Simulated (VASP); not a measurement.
Al2O3 (space group P-3m1, No. 164). Coordinates: coordinates from a relaxation with VASP Kohn-Sham DFT of a periodic cell, r2SCAN, VASP PAW PBE potentials, recommended in VASP 6.6.1.

```cif
data_structure
_symmetry_space_group_name_H-M 'P-3m1'
_symmetry_Int_Tables_number 164
_cell_length_a 2.9837
_cell_length_b 2.9837
_cell_length_c 7.5032
_cell_angle_alpha 90.000
_cell_angle_beta 90.000
_cell_angle_gamma 120.000
_cell_volume 57.85
loop_
_atom_site_label
_atom_site_type_symbol
_atom_site_symmetry_multiplicity
_atom_site_Wyckoff_symbol
_atom_site_fract_x
_atom_site_fract_y
_atom_site_fract_z
_atom_site_occupancy
Al1 Al 2 c 0.00000 0.00000 0.72207 1
O1 O 1 b 0.00000 0.00000 0.50000 1
O2 O 2 d 0.66667 0.33333 0.79923 1
```

Describe the stacking along c, with columns A (0, 0), B (1/3, 2/3), C (2/3, 1/3) of the hexagonal mesh.

O(B) – Al(A) – O(A) – Al(A) – O(C) (five layers in 7.50 Å).

O layers alone: BAC, the cubic close-packed type.

Al: two tetrahedral sites in each hexagonal cell. One of the three gaps between O layers is empty, 3.01 Å wide.

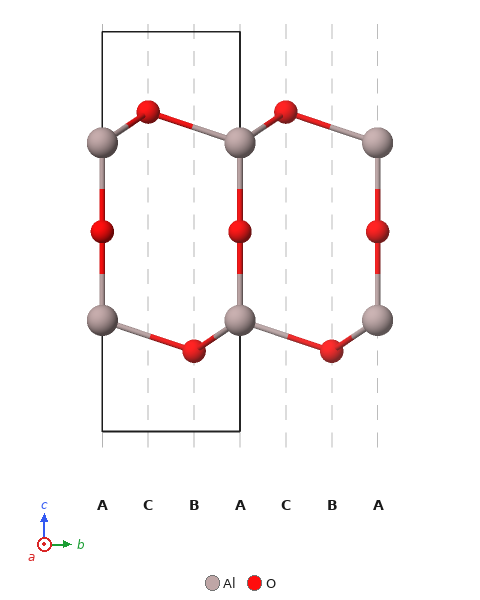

Projection along an edge of the hexagonal mesh, stacking direction c upwards. The dashed lines mark the three columns A (0, 0), B (1/3, 2/3) and C (2/3, 1/3). The sequence starts with the first layer at or above the cell's origin.
